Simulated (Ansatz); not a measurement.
## ZnO: geometry relaxation (part 2 of 2)

The same run, continued: ZnO (8 atoms in the cell); DFT, PBEsol, plane waves, PAW, no spin polarisation (Ansatz 0.2.0); cutoff 420 eV, 4×4×6 k-mesh, Fermi–Dirac smearing of 0.03 eV. The structure derives from a Materials Project entry.

Geometry of the input (Å; fractional positions):
```
5.5176  0.0000  0.0000
0.0000  5.5176  0.0000
0.0000  0.0000  3.2588
Zn 0.1820  0.1820  0.5000
Zn 0.8180  0.8180  0.5000
Zn 0.6820  0.3180  0.0000
Zn 0.3180  0.6820  0.0000
O  0.8172  0.1828  0.5000
O  0.1828  0.8172  0.5000
O  0.6828  0.6828  0.0000
O  0.3172  0.3172  0.0000
```

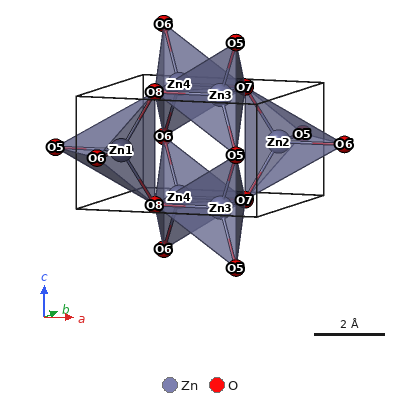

**Figure 1.** The geometry at step 2 of the log (polyhedral view of the cell of the calculation, seen slightly off an axis; polyhedra are completed across the faces of the cell; atoms are numbered from 1 in the order of the input).

### The program's output, continued
```
SCF iter   1: F=—  HF=-15368.267291 eV  |F-HF|=—  |Δ(HF+E_count)|=         —  Δρ=6.08e-5  dr2=7.35e-7  ethr=1.02e-7  ⟨swp⟩=3.1  Hψ=6906  notcnv=0
preconditioner: auto → Resta (q_TF=auto, 2.589 Å⁻¹)  ε∞=7.4  [insulator: Δε(μ)=0.706 eV  Ē_g=12.530 eV  σ=0.030 eV  W_gap=1.00  n_scr=38 (ndim 8)  ℏωp=31.7 eV  f_vac=0.062  D(μ)=0.00/eV (n_scr^D=0)  ε∞_Penn≈7.4]
SCF iter   2: F=—  HF=-15368.267251 eV  |F-HF|=—  |Δ(HF+E_count)|=   4.02e-5  Δρ=3.69e-5  dr2=5.04e-7  ethr=1.02e-9  ⟨swp⟩=2.0  Hψ=1920  notcnv=0
SCF iter   3: F=—  HF=-15368.267251 eV  |F-HF|=—  |Δ(HF+E_count)|=   1.43e-7  Δρ=1.39e-5  dr2=6.62e-8  ethr=7.00e-10  ⟨swp⟩=2.8  Hψ=1986  notcnv=0
SCF iter   4: F=—  HF=-15368.267251 eV  |F-HF|=—  |Δ(HF+E_count)|=   4.15e-8  Δρ=3.53e-6  dr2=1.05e-8  ethr=9.19e-11  ⟨swp⟩=2.0  Hψ=1824  notcnv=0
SCF iter   5: F=—  HF=-15368.267251 eV  |F-HF|=—  |Δ(HF+E_count)|=   3.27e-9  Δρ=1.77e-6  dr2=4.95e-9  ethr=1.46e-11  ⟨swp⟩=2.0  Hψ=1823  notcnv=0
SCF iter   6: F=—  HF=-15368.267251 eV  |F-HF|=—  |Δ(HF+E_count)|=   2.37e-9  Δρ=7.46e-7  dr2=9.20e-10  ethr=6.88e-12  ⟨swp⟩=2.4  Hψ=1680  notcnv=0
SCF iter   7: F=-15368.267251 eV  HF=-15368.267251 eV  |F-HF|=2.55e-11  |Δ(HF+E_count)|=  5.51e-10  Δρ=1.98e-7  dr2=6.02e-11  ethr=1.00e-12  ⟨swp⟩=4.7  Hψ=5694  notcnv=0
SCF 4 converged in 7 iterations: F = -15368.267251 eV  dr2 = 6.02e-11
relax step   4: F+E_penalty+E_count = -15368.26725105 eV  Δ(F+E_penalty+E_count) = +2.579e-3 eV  max|allowed force component| = 5.724e-3 eV/Å  Δτ_max = 0.0000 Å  P = -0.019 GPa  Ω = 98.556 Å³  stress off target by 4.24e-2 GPa  SCF on the basis re-selected at this cell (its energy is not comparable with the rows above)  (7 SCF iters)
basis re-selected at this cell: Δ(F+E_penalty+E_count) = +2.579e-3 eV, ΔP = -0.041 GPa vs the last step (what re-selecting the basis moved, of the pressure what is left beyond the Pulay correction that the steps carried, after the strain that the cell walked since its last selection, with what the two solves' SCF thresholds leave and, on support functions, any second-order correction that the steps lacked; it is no measure of the basis error at this ecutwfc). This SCF's stress stands 4.24e-2 GPa from its target on what of the cell is left free (relax.cell.stress_tol is 5.00e-2 GPa) and its largest allowed force component is 5.72e-3 eV/Å (relax.f_tol is 1.00e-2 eV/Å): within both
SCF converged after 7 iterations
Free energy (F): -15368.267251 eV
Harris-Foulkes:  -15368.267251 eV  (|F-HF|=2.55e-11)
Internal energy: -15368.267251 eV  (E = F + TS)
E sigma→0 (E₀):  -15368.267251 eV
Entropy (-TS):   -0.000000 eV (-0.000 meV/atom)
Fermi energy:    7.082418 eV
--- Per-component energies (eV) ---
  E_band       = 88.543379
  E_kinetic    = 1221.278200
  E_local      = -8304.292029  (includes V_loc(G=0)·N_el)
  E_nonlocal   = 2676.237096
  E_hartree    = 3414.042331
  E_xc         = -829.792209
  E_vxc        = -578.710883  (∫ρ·V_xc dr)
  E_paw        = -7789.102587  (= ΣΔE_a)
  E_vpaw       = -1754.061865  (= ΣTr[D̂ρ^β])
  E_aug_tail   = 0.008252  (compensation charges beyond the density's cutoff)
  E_ewald      = -5759.976877
  E_core_change = 3.330571  (= ΣΔE_core)
  E_smearing   = -0.000000  (= −TS)
  E_closure    = 0.000000  (closes the sum)
  Σ components = -15368.267251   (vs F -15368.267251, Δ=0.00e0)
--- Forces (eV/Å), atoms counted from 1 ---
  atom   1  Zn    -0.00572406    -0.00572406     0.00000000
  atom   2  Zn     0.00572406     0.00572406    -0.00000000
  atom   3  Zn    -0.00572406     0.00572406    -0.00000000
  atom   4  Zn     0.00572406    -0.00572406     0.00000000
  atom   5  O      0.00545442    -0.00545442     0.00000000
  atom   6  O     -0.00545442     0.00545442    -0.00000000
  atom   7  O     -0.00545442    -0.00545442     0.00000000
  atom   8  O      0.00545442     0.00545442    -0.00000000
  max |Σ_I F_I| component: 6.07e-18 eV/Å
--- Stress (GPa, compression-positive) ---
       -0.007147       0.000000       0.000000
        0.000000      -0.007147       0.000000
        0.000000       0.000000      -0.042427
  P = ⅓ Tr σ = -0.0189 GPa (-0.189 kbar)
--- Band table (eV; the first three rows and the last of 24) ---
  k-point 0: bands = ["-11.3918", "-10.6471", "-10.6471", "-10.5552", "0.2681", "0.5354", "0.6750", "0.9525", "0.9525", "1.1265", "1.1265", "1.2264", "1.5863", "1.7052", "1.7052", "1.8962", "1.8997", "1.9671", "2.0801", "2.2823", "2.2823", "2.3462", "2.4215", "2.5008", "2.5008", "3.0825", "3.2367", "3.2367", "4.3240", "5.5057", "5.8403", "5.8403", "6.2359", "6.5321", "6.5321", "6.7285", "7.4344", "11.9442", "11.9442", "13.5281", "13.9482", "15.1734", "15.3762", "16.9576"]
  k-point 1: bands = ["-11.2800", "-10.5915", "-10.5915", "-10.5509", "0.5159", "0.5392", "0.7021", "1.0501", "1.0501", "1.1219", "1.1219", "1.2616", "1.6469", "1.6716", "1.7448", "1.7448", "1.9450", "1.9550", "2.0356", "2.1824", "2.2739", "2.2739", "2.4967", "2.4967", "3.0273", "3.0530", "3.2871", "3.2871", "3.6251", "5.1532", "5.2943", "5.2943", "5.7657", "6.1047", "6.3480", "6.3480", "8.6927", "12.6825", "12.6825", "13.9920", "14.3789", "14.9039", "15.1337", "16.8846"]
  k-point 2: bands = ["-11.0089", "-10.5823", "-10.4775", "-10.4775", "0.4166", "0.9912", "1.0004", "1.0004", "1.0158", "1.3290", "1.3627", "1.3627", "1.4525", "1.7021", "1.9690", "1.9784", "1.9784", "2.0460", "2.0615", "2.0879", "2.2622", "2.2622", "2.4146", "2.4146", "2.5156", "3.1533", "3.1533", "3.1806", "3.9344", "4.1304", "4.7024", "4.7024", "4.7712", "5.6668", "5.8427", "5.8427", "10.5051", "14.1021", "14.1021", "14.2010", "14.2426", "14.4673", "15.0310", "16.2301"]
  k-point 23: bands = ["-10.6942", "-10.6942", "-10.4400", "-10.4400", "0.4647", "0.4647", "0.6159", "0.6159", "1.2345", "1.2345", "1.3326", "1.3326", "1.4131", "1.4131", "1.4752", "1.4752", "2.2926", "2.2926", "2.3140", "2.3140", "2.3931", "2.3931", "2.5204", "2.5204", "2.7849", "2.7849", "3.1384", "3.1384", "4.5593", "4.5593", "5.2853", "5.2853", "5.3236", "5.3236", "5.3673", "5.3673", "12.1111", "12.1111", "12.6051", "12.6051", "14.6022", "14.6022", "15.2625", "15.2625"]
--- Relaxed structure (3 steps of the walk, 3 accepted, 1 SCFs on fresh bases) ---
  F+E_penalty+E_count = -15368.26725105 eV   max|allowed force component| = 5.724e-3 eV/Å   (the final SCF, on the basis selected at the relaxed cell)
  cell:  # Å, volume = 98.5564 Å³
    - [5.512262882371104, -2.869336557351436e-35, 0.0]
    - [-2.869336557351436e-35, 5.512262882371104, 0.0]
    - [0.0, 0.0, 3.2435844383638517]
  atoms:
    - { symbol: Zn, position: [0.18212187607191577, 0.18212187607191577, 0.5000000000000001] }
    - { symbol: Zn, position: [0.8178781239280842, 0.8178781239280842, 0.5000000000000001] }
    - { symbol: Zn, position: [0.6821218760719159, 0.31787812392808423, 0.0] }
    - { symbol: Zn, position: [0.31787812392808423, 0.6821218760719159, 0.0] }
    - { symbol: O, position: [0.8179028314756298, 0.18209716852437013, 0.5000000000000001] }
    - { symbol: O, position: [0.18209716852437013, 0.8179028314756298, 0.5000000000000001] }
    - { symbol: O, position: [0.6820971685243701, 0.6820971685243701, 0.0] }
    - { symbol: O, position: [0.31790283147562987, 0.31790283147562987, 0.0] }
```

### File rho_z.tsv
```
# z_ang	rho[e/angstrom^3]
# format = ansatz-planar-average/11
# lattice	5.512262882	-0.000000000	0.000000000
# lattice	-0.000000000	5.512262882	0.000000000
# lattice	0.000000000	0.000000000	3.243584438
# sites	8
# site	30	1.003903658	1.003903658	1.621792219
# site	30	4.508359225	4.508359225	1.621792219
# site	30	3.760035099	1.752227784	0.000000000
# site	30	1.752227784	3.760035099	0.000000000
# site	8	4.508495419	1.003767463	1.621792219
# site	8	1.003767463	4.508495419	1.621792219
# site	8	3.759898904	3.759898904	0.000000000
# site	8	1.752363978	1.752363978	0.000000000
0.000000	1.509409e0
0.135149	1.324209e0
0.270299	9.310063e-1
0.405448	5.859463e-1
0.540597	3.793516e-1
0.675747	2.814818e-1
0.810896	2.531504e-1
0.946045	2.814818e-1
1.081195	3.793516e-1
1.216344	5.859463e-1
1.351494	9.310063e-1
1.486643	1.324209e0
1.621792	1.509409e0
1.756942	1.324209e0
1.892091	9.310063e-1
2.027240	5.859463e-1
2.162390	3.793516e-1
2.297539	2.814818e-1
2.432688	2.531504e-1
2.567838	2.814818e-1
2.702987	3.793516e-1
2.838136	5.859463e-1
2.973286	9.310063e-1
3.108435	1.324209e0
```

### File v_z.tsv
```
# z_ang	v_es[eV]	v_tot[eV]
# format = ansatz-planar-average/11
# xc	pbesol
# density_cutoff_ev	1680
# datasets	Zn=:simpson_from_first_knot:soft:shift=-765113	O=:simpson_from_first_knot:soft:shift=-234619
# lattice	5.512262882	-0.000000000	0.000000000
# lattice	-0.000000000	5.512262882	0.000000000
# lattice	0.000000000	0.000000000	3.243584438
# sites	8
# site	30	1.003903658	1.003903658	1.621792219
# site	30	4.508359225	4.508359225	1.621792219
# site	30	3.760035099	1.752227784	0.000000000
# site	30	1.752227784	3.760035099	0.000000000
# site	8	4.508495419	1.003767463	1.621792219
# site	8	1.003767463	4.508495419	1.621792219
# site	8	3.759898904	3.759898904	0.000000000
# site	8	1.752363978	1.752363978	0.000000000
0.000000	3.013758e-1	-1.146473e1
0.135149	6.935041e-1	-1.092794e1
0.270299	1.806026e0	-9.438128e0
0.405448	3.376213e0	-7.341395e0
0.540597	5.192128e0	-4.944521e0
0.675747	6.735198e0	-2.934385e0
0.810896	7.269248e0	-2.220305e0
0.946045	6.735198e0	-2.934385e0
1.081195	5.192128e0	-4.944521e0
1.216344	3.376213e0	-7.341395e0
1.351494	1.806026e0	-9.438128e0
1.486643	6.935041e-1	-1.092794e1
1.621792	3.013758e-1	-1.146473e1
1.756942	6.935041e-1	-1.092794e1
1.892091	1.806026e0	-9.438128e0
2.027240	3.376213e0	-7.341395e0
2.162390	5.192128e0	-4.944521e0
2.297539	6.735198e0	-2.934385e0
2.432688	7.269248e0	-2.220305e0
2.567838	6.735198e0	-2.934385e0
2.702987	5.192128e0	-4.944521e0
2.838136	3.376213e0	-7.341395e0
2.973286	1.806026e0	-9.438128e0
3.108435	6.935041e-1	-1.092794e1
```

### Trajectory as extended XYZ (Å, eV, eV/Å), 4 frames, from step=1 to step=4
```
8
Lattice="5.5176 0.0000 0.0000 0.0000 5.5176 0.0000 0.0000 0.0000 3.2588" Properties=species:S:1:pos:R:3:forces:R:3 step=1 energy=-15368.26432 pressure_GPa=-0.99
Zn    1.0040    1.0040    1.6294   -0.0004  -0.0004   0.0000
Zn    4.5135    4.5135    1.6294    0.0004   0.0004   0.0000
Zn    3.7628    1.7547    0.0000   -0.0004   0.0004   0.0000
Zn    1.7547    3.7628    0.0000    0.0004  -0.0004   0.0000
O     4.5092    1.0084    1.6294    0.0162  -0.0162   0.0000
O     1.0084    4.5092    1.6294   -0.0162   0.0162   0.0000
O     3.7671    3.7671    0.0000   -0.0162  -0.0162   0.0000
O     1.7504    1.7504    0.0000    0.0162   0.0162   0.0000
8
Lattice="5.5139 0.0000 0.0000 0.0000 5.5139 0.0000 0.0000 0.0000 3.2518" Properties=species:S:1:pos:R:3:forces:R:3 step=2 energy=-15368.26784 pressure_GPa=-0.47
Zn    1.0044    1.0044    1.6259   -0.0051  -0.0051   0.0000
Zn    4.5094    4.5094    1.6259    0.0051   0.0051   0.0000
Zn    3.7614    1.7525    0.0000   -0.0051   0.0051   0.0000
Zn    1.7525    3.7614    0.0000    0.0051  -0.0051   0.0000
O     4.5083    1.0055    1.6259    0.0083  -0.0083   0.0000
O     1.0055    4.5083    1.6259   -0.0083   0.0083   0.0000
O     3.7624    3.7624    0.0000   -0.0083  -0.0083   0.0000
O     1.7514    1.7514    0.0000    0.0083   0.0083   0.0000
8
Lattice="5.5123 0.0000 0.0000 0.0000 5.5123 0.0000 0.0000 0.0000 3.2436" Properties=species:S:1:pos:R:3:forces:R:3 step=3 energy=-15368.26983 pressure_GPa=0.02
Zn    1.0039    1.0039    1.6218   -0.0058  -0.0058   0.0000
Zn    4.5084    4.5084    1.6218    0.0058   0.0058   0.0000
Zn    3.7600    1.7522    0.0000   -0.0058   0.0058   0.0000
Zn    1.7522    3.7600    0.0000    0.0058  -0.0058   0.0000
O     4.5085    1.0038    1.6218    0.0057  -0.0057   0.0000
O     1.0038    4.5085    1.6218   -0.0057   0.0057   0.0000
O     3.7599    3.7599    0.0000   -0.0057  -0.0057   0.0000
O     1.7524    1.7524    0.0000    0.0057   0.0057   0.0000
8
Lattice="5.5123 0.0000 0.0000 0.0000 5.5123 0.0000 0.0000 0.0000 3.2436" Properties=species:S:1:pos:R:3:forces:R:3 step=4 energy=-15368.26725 pressure_GPa=-0.02
Zn    1.0039    1.0039    1.6218   -0.0057  -0.0057   0.0000
Zn    4.5084    4.5084    1.6218    0.0057   0.0057   0.0000
Zn    3.7600    1.7522    0.0000   -0.0057   0.0057   0.0000
Zn    1.7522    3.7600    0.0000    0.0057  -0.0057   0.0000
O     4.5085    1.0038    1.6218    0.0055  -0.0055   0.0000
O     1.0038    4.5085    1.6218   -0.0055   0.0055   0.0000
O     3.7599    3.7599    0.0000   -0.0055  -0.0055   0.0000
O     1.7524    1.7524    0.0000    0.0055   0.0055   0.0000
```

### Summary

| quantity | value |
| --- | --- |
| outcome | converged |
| space group (tolerance 0.01 Å) | P4₂/mnm (136) |
| electrons treated | 72 |
| free energy | −15368.2673 eV |
| Fermi energy | 7.082 eV |
| band gap | 0.71 eV |
| pressure | −0.02 GPa |
| final volume | 98.56 Å³ |
| largest force (length of the vector) at the end | 0.008 eV/Å |
| final cell | a = 5.512 Å, b = 5.512 Å, c = 3.244 Å, α = 90.00°, β = 90.00°, γ = 90.00° |
| hardware | 4 threads of Arm Neoverse V2, 24 GiB of memory available, shared host |
| wall time | 6 s (CPU time 22 s) |
| peak memory | 0.47 GiB |
